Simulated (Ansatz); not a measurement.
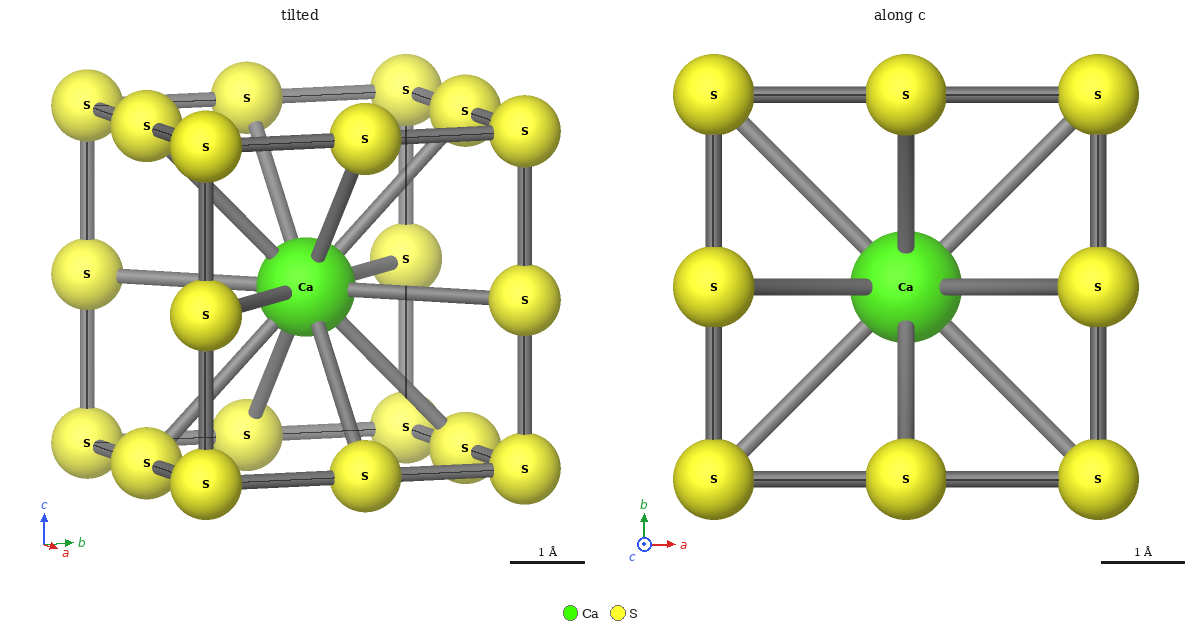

An orthographic ball-and-stick view of the structure, slightly off an axis and along the c axis. The conventional unit cell is drawn as a box. Cell: a = 4.65 Å, b = 4.65 Å, c = 4.65 Å, α = 90.00°, β = 90.00°, γ = 90.00°.

Its origin is a random cell made by a generator, so it need not be a real form of the compound. Earlier steps of the study may have refined or changed the cell and positions. Ansatz was used for an electronic-structure calculation on it.

Question: In words:

Answer: This is CaS4. Its lattice is primitive cubic, its space group Pm-3m (No. 221). Cell content 1 Ca, 4 S; Z = 1. The neighbours of Ca are twelve S in a cuboctahedral arrangement at about 3.3 Å. S takes two kinds of site: 3d with four Ca and two S in a distorted octahedral arrangement (about 3.3 Å to Ca, 2.3 Å to S); 1a with six S in an octahedral arrangement at about 2.3 Å. The bonds build a three-dimensional framework.

Results below were computed with DFT PBE, scalar-relativistic, plane waves, PAW (Ansatz); the settings were wavefunction cutoff 420 eV, an 8×8×8 mesh of k-points, Gaussian smearing of 0.1 eV, no spin polarisation.

Question: What is the band gap, if any?

Answer: A metal: bands cross the Fermi level.

Question: How charged are the atoms, by the Bader scheme?

Answer: Ca +1.56 e; S -0.56 to +0.11 e.

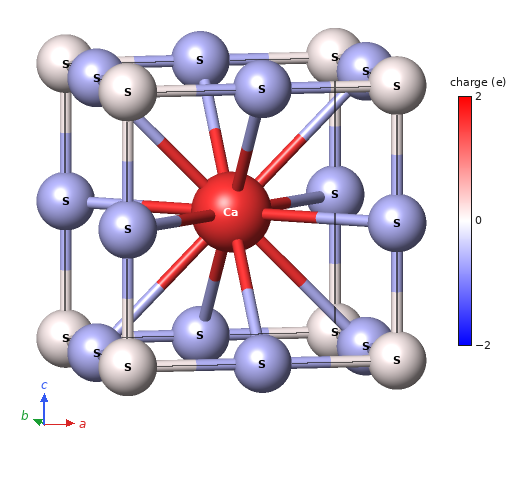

The atoms coloured by those charges. The run's cell of 5 atoms is drawn.

Question: Does this geometry sit at a stationary point of the energy?

Answer: Yes. All forces vanish to within 0.01 eV/Å. The pressure is 0.0 GPa, close to zero.
